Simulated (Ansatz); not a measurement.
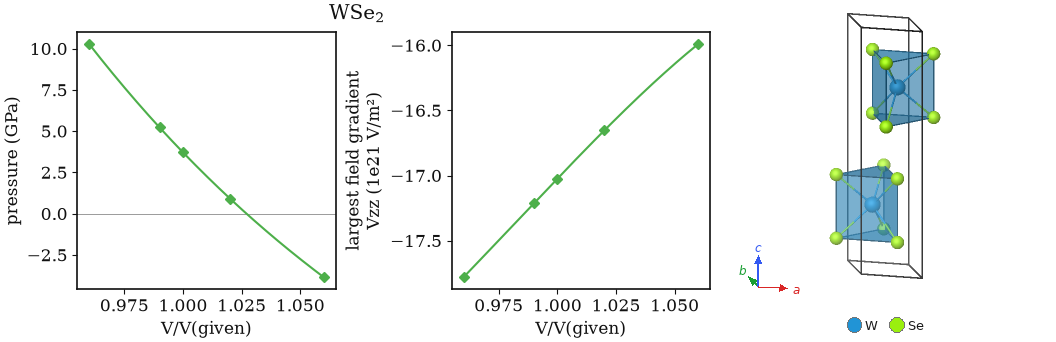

Plotted: pressure and largest field gradient Vzz against V/V(given) for WSe₂, space group P6_3/mmc (No. 194). The conventional cell is drawn beside the plot.

Starting cell:
```
W Se
1.0
     3.29000    0.00000    0.00000
    -1.64500    2.84922    0.00000
     0.00000    0.00000   12.97000
W Se
2 4
Cartesian
  0.0000 1.8995 3.2425
  1.6450 0.9497 9.7275
  0.0000 1.8995 8.0544
  1.6450 0.9497 1.5694
  0.0000 1.8995 11.4006
  1.6450 0.9497 4.9156
```

How it was computed, with Ansatz 0.2.0: periodic Kohn-Sham DFT of a crystal at fixed atoms, scaled to the stated factor times the given cell; pressure positive in compression. Level: PBE.

method frozen-core PAW; relativity scalar; k mesh 11×11×3; occupations Fermi–Dirac; smearing width 0.08 eV; wave cutoff 420 eV; PAW set soft_2.

V(given) is 20.26 Å³/atom.

> How does the pressure vary with V/V(given)?

It falls from 10.3 GPa at V/V(given) 0.96 to −3.9 GPa at 1.06, and changes sign near 1.03.

> What does the largest field gradient Vzz do across the range?

It rises from −17.781 1e21 V/m² at V/V(given) 0.96 to −15.991 1e21 V/m² at 1.06.

Caveats: field gradient without spin-orbit coupling on heavy atoms; no spin-orbit coupling on heavy atoms; shape and atomic fractions are frozen while scaling, which makes layered, chain and framework solids too stiff.
